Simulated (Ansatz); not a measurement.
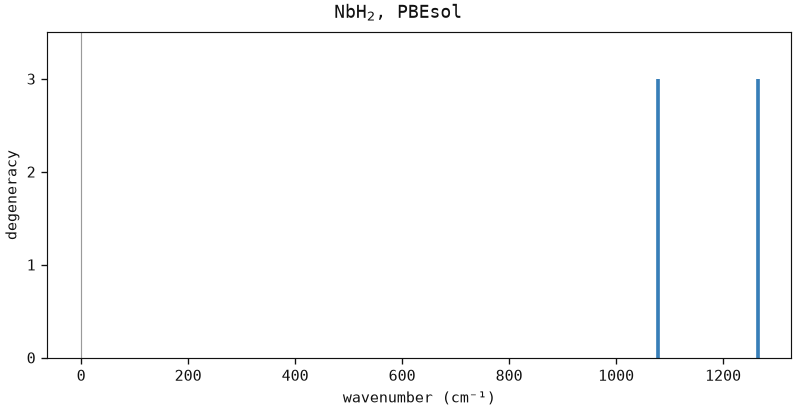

The plot gives the computed zone-centre optical phonon frequencies (the three acoustic modes are left out) for NbH₂, space group Fm-3m (No. 225).

The given structure:
```
CELL_PARAMETERS angstrom
0.00000 2.27529 2.27529
2.27529 0.00000 2.27529
2.27529 2.27529 0.00000
ATOMIC_POSITIONS crystal
Nb 0.00000 0.00000 0.00000
H 0.25000 0.25000 0.25000
H 0.75000 0.75000 0.75000
```

How it was computed, with Ansatz 0.2.0: harmonic phonon frequencies at the zone centre with atoms at rest in the given cell, without the long-range term of polar modes, the three translations left out, imaginary frequencies are negative; plane waves with PAW datasets, Γ-centred k mesh. Level: PBEsol, no spin polarisation.

- wave cutoff: 420 eV
- k mesh: 16×16×16
- occupations: Fermi–Dirac
- smearing width: 0.15 eV
- volume relative to the relaxed cell: 1.02
- phonon method: linear response

This calculation gives: highest mode 1264.5 cm⁻¹ and lowest optical mode 1078.0 cm⁻¹.

Now the cell is compressed by 3.9 % in volume, to 7.54 Å³/atom. Predict the effect.

The highest mode rises from 1264.5 to 1324.7 cm⁻¹ (+4.8 %) and the lowest optical mode rises from 1078.0 to 1146.2 cm⁻¹ (+6.3 %). The shift of the highest mode amounts to a Grüneisen parameter of 1.16.

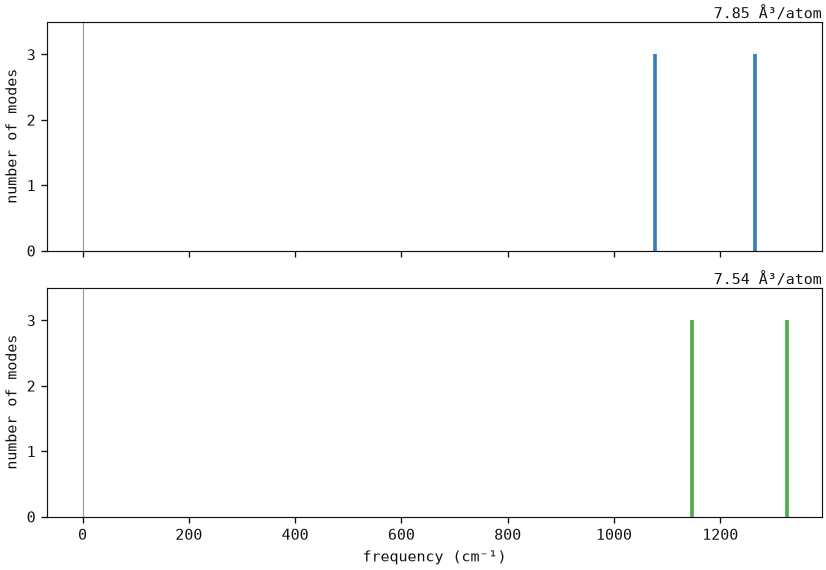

The two results together.

For both, limits of the calculation: metal sensitive to the k mesh.
